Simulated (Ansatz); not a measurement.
**Run report: WSe, geometry relaxation (part 2 of 2)**

The same run, continued: WSe (Pm-3m, 2 atoms in the cell); DFT PBE+U, scalar-relativistic, plane waves, PAW, Ueff = 6.2 eV on W d, spin-polarised (Ansatz 0.2.0); cutoff 420 eV, 12×12×12 k-mesh, Gaussian smearing of 0.1 eV, collinear spins. The structure was built on a prototype by a generator; it need not be a known phase.

Output, continued:
```
--- Forces (eV/Å), atoms counted from 1 ---
  atom   1  W     -0.00000000     0.00000000     0.00000000
  atom   2  Se    -0.00000000    -0.00000000     0.00000000
  max |Σ_I F_I| component: 2.68e-29 eV/Å
--- Stress (GPa, compression-positive) ---
        0.034358       0.000000       0.000000
        0.000000       0.034358       0.000000
        0.000000       0.000000       0.034358
  P = ⅓ Tr σ = 0.0344 GPa (0.344 kbar)
--- Band table (eV; the first three rows and the last of 168) ---
  k-point 0 ↑: bands = ["-61.0769", "-35.2956", "-35.2956", "-35.2956", "-35.2949", "-35.2949", "-25.6280", "-25.6280", "-25.6280", "-1.4099", "7.1286", "7.1286", "10.7025", "10.7025", "10.7025", "11.2349", "11.2349", "11.2349", "11.3139", "21.3687", "21.3687", "25.2415"]
  k-point 1 ↑: bands = ["-61.0769", "-35.2956", "-35.2956", "-35.2955", "-35.2948", "-35.2948", "-25.6329", "-25.6276", "-25.6276", "-1.3543", "7.1228", "7.1584", "10.2450", "10.2510", "10.2510", "10.7142", "11.7350", "11.7350", "12.4096", "21.1148", "21.5323", "24.6268"]
  k-point 2 ↑: bands = ["-61.0769", "-35.2956", "-35.2956", "-35.2955", "-35.2948", "-35.2944", "-25.6462", "-25.6266", "-25.6266", "-1.1951", "6.9482", "7.2418", "9.6461", "9.6821", "9.6821", "10.7465", "12.4505", "12.4505", "13.4678", "20.5076", "21.7871", "23.3794"]
  k-point 83 ↓: bands = ["-59.4800", "-35.3593", "-35.3593", "-35.3593", "-35.3590", "-35.3590", "-23.5080", "-23.5080", "-23.5080", "0.2421", "8.5476", "8.5476", "8.5476", "16.1296", "16.1296", "16.1296", "18.8289", "19.6309", "19.6309", "19.6309", "20.1119", "20.1119"]
Occupation matrices written to [file]
--- Relaxed structure (1 steps of the walk, 1 accepted, 1 SCFs on fresh bases) ---
  F+E_penalty+E_count = -15847.42752951 eV   max|allowed force component| = 8.677e-30 eV/Å   (the final SCF, on the basis selected at the relaxed cell)
  cell:  # Å, volume = 44.6887 Å³
    - [3.5486714783, 0.0, 0.0]
    - [0.0, 3.5486714783, 0.0]
    - [0.0, 0.0, 3.5486714783]
  atoms:
    - { symbol: W, position: [0.0, 0.0, 0.0] }
    - { symbol: Se, position: [0.5, 0.5, 0.5] }
--- Löwdin populations: 2 sites ---
  site symbol       q [e]    m [muB]
     0      W     13.4313     4.5136
     1     Se     16.4298    -0.6083
  spilling = 0.004630 (of n_electrons = 30.000000)
```

File populations.tsv:
```
# site	symbol	l	j	q_up	q_dn
# orbitals = lowdin
# n_electrons = 30.000000
# spilling = 0.004630
# projection_atom_W: [Kr 4d10 4f14] 5s2 5p6 5d4 6s2
# projection_atom_Se: [Ar] 3d10 4s2 4p4
0	W	0_5S	-	0.997537	0.997096
0	W	0_6S	-	0.411948	0.210147
0	W	1_5P	-	2.999256	2.998459
0	W	2_5D	-	4.563689	0.253143
1	Se	0_4S	-	0.983230	0.940157
1	Se	1_4P	-	1.927569	2.579034
1	Se	2_3D	-	4.999975	4.999856
```

Trajectory as extended XYZ (Å, eV, eV/Å), 2 frames, from step=1 to step=2:
```
2
Lattice="3.5487 0.0000 0.0000 0.0000 3.5487 0.0000 0.0000 0.0000 3.5487" Properties=species:S:1:pos:R:3:forces:R:3 step=1 energy=-15847.42753 pressure_GPa=0.03
W     0.0000    0.0000    0.0000    0.0000   0.0000   0.0000
Se    1.7743    1.7743    1.7743    0.0000   0.0000   0.0000
2
Lattice="3.5487 0.0000 0.0000 0.0000 3.5487 0.0000 0.0000 0.0000 3.5487" Properties=species:S:1:pos:R:3:forces:R:3 step=2 energy=-15847.42753 pressure_GPa=0.03
W     0.0000    0.0000    0.0000    0.0000   0.0000   0.0000
Se    1.7743    1.7743    1.7743    0.0000   0.0000   0.0000
```

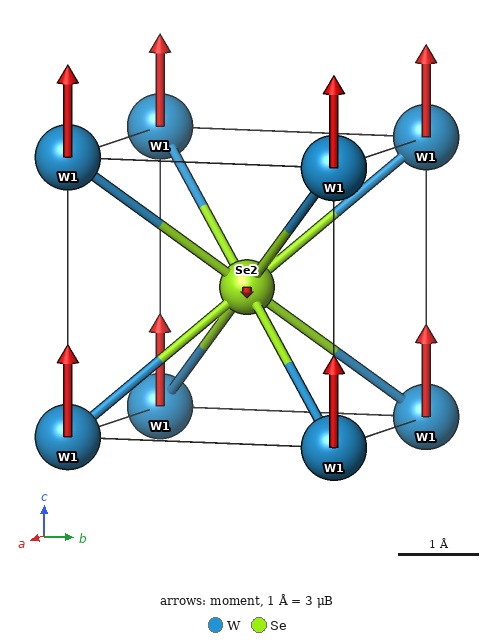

*Magnetic moments of the sites as red arrows (ball-and-stick view of the cell of the calculation, seen slightly off an axis; atoms are numbered from 1 in the order of the input); small moments hardly show. The run is collinear, so the axis drawn is arbitrary.*

Site moments: W1 (3.56 μB); Se2 (−0.45 μB). They are counted near the atoms and needn't add up to the moment of the cell.

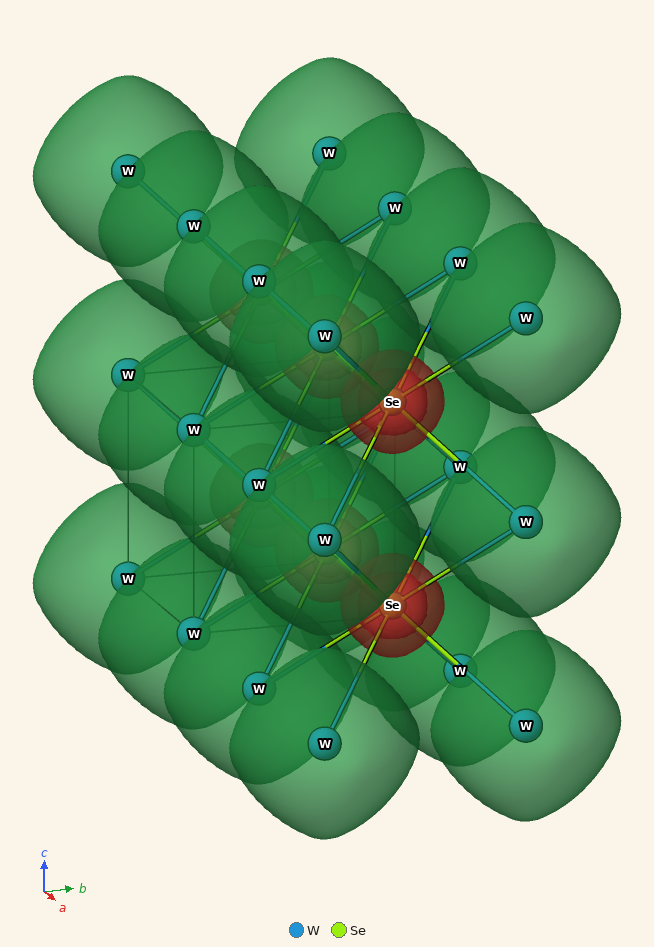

*Isosurfaces of the magnetisation density (up minus down) at +0.08 (green) and −0.08 e/Å³ (red), seen slightly off an axis. Sticks mark near contacts. The outline is the cell set on symmetry axes of the magnetic structure.*

The cell of the calculation (2 atoms) carries 4.0 μB net. Core electrons are frozen (PAW), so the fields are smoothed inside the atomic spheres.

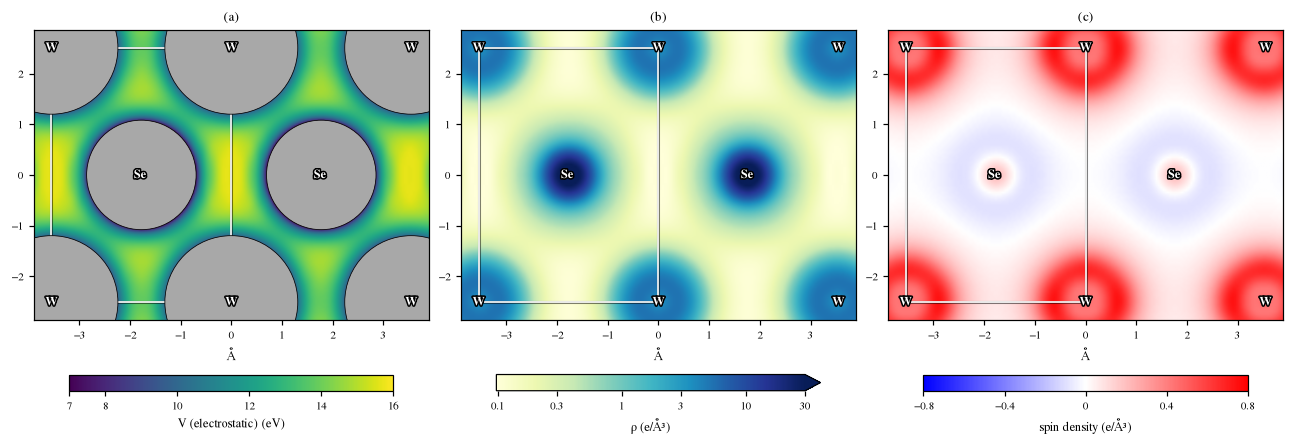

*(a) electrostatic potential energy of an electron; (b) valence electron density; (c) spin density (up minus down) on the (101) plane of the conventional cell of the magnetic structure. Grey discs, where drawn, cover atomic cores.*

W–Se (3.07 Å): the density is about 0.21 e/Å³ at the midpoint. Away from the nuclei the density in this plane falls to 0.1 e/Å³ at its lowest. The cell of the calculation (2 atoms) carries 4.0 μB net. Outside the cores the potential energy rises away from the atoms and is highest about 1.8 Å from the nearest atoms; outside the discs it spans about 8 eV, and its zero is arbitrary.

The run was set up as follows.

Input:
```yaml
crystal:
  lattice:
    - [3.5486714783, 0.0, 0.0]
    - [0.0, 3.5486714783, 0.0]
    - [0.0, 0.0, 3.5486714783]
  atoms:
    - { symbol: W, position: [0.0, 0.0, 0.0], spin: 3.92 }
    - { symbol: Se, position: [0.5, 0.5, 0.5], spin: -0.49 }
basis:
  ecutwfc: 420
kpoints:
  mp_grid: { grid: [12, 12, 12] }
hamiltonian:
  xc: pbe
  hubbard: { sites: [{ species: W, l: d, u_eff: 6.2 }] }
scf:
  occupations: { method: gaussian, width: 0.1 }
output:
  forces: true
  stress: true
  eigenvalues: true
  populations: true
  write_density: true
  write_potential: true
  elf: true
  volumetric_format: npy
magnetization:
  spin_polarized: true
relax:
  adjacent_minimum: "off"
  f_tol: 0.01
  max_steps: 80
  cell: { stress_tol: 0.05 }
```

Run as:
```bash
ansatz run input.yaml --threads 1 --pin off --max-ram 2560MiB --backend cpu --events-out ev --progress --plain --runs-dir out
```

Results in brief:

```tsv
quantity	value
outcome	converged
space group (tolerance 0.01 Å)	Pm-3m (221)
electrons treated	30
free energy	−15847.4275 eV
Fermi energy	12.985 eV
gap on the k-point mesh	none (metallic)
net moment of the cell	4.00 μB
integrated absolute moment	4.94 μB
pressure	0.03 GPa
final volume	44.69 Å³
largest force (length of the vector) at the end	under 0.001 eV/Å
final cell	a = 3.549 Å, b = 3.549 Å, c = 3.549 Å, α = 90.00°, β = 90.00°, γ = 90.00°
hardware	1 thread of Intel Xeon @ 2.50GHz (Skylake/Cascade Lake), 192 GiB of memory available, shared host
wall time	35 s
peak memory	0.56 GiB
```

Notes:

The electronic state found may not be the lowest one. Spin–orbit coupling is left out, which matters for W.
